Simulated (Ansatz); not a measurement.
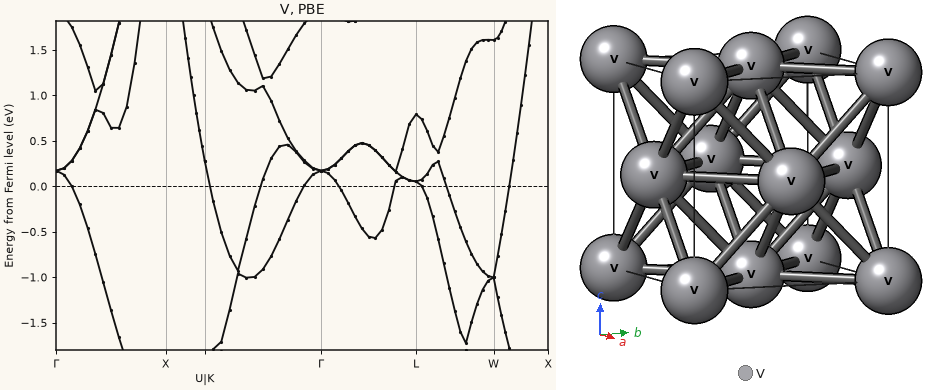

Band structure of V, space group Fm-3m, 1 atom in the cell, beside the structure. Ansatz; DFT PBE, scalar-relativistic, plane waves, PAW, no spin polarisation, 18×18×18 k mesh, Gaussian smearing of 0.1 eV. Energies are counted from the Fermi level.

A metal: 2 bands cross the Fermi level along this path. Bands cross the Fermi level on Γ–X, K–Γ, Γ–L, L–W and W–X, and not on X–U.

The run has no spin polarisation, so a magnetic state may lie lower.
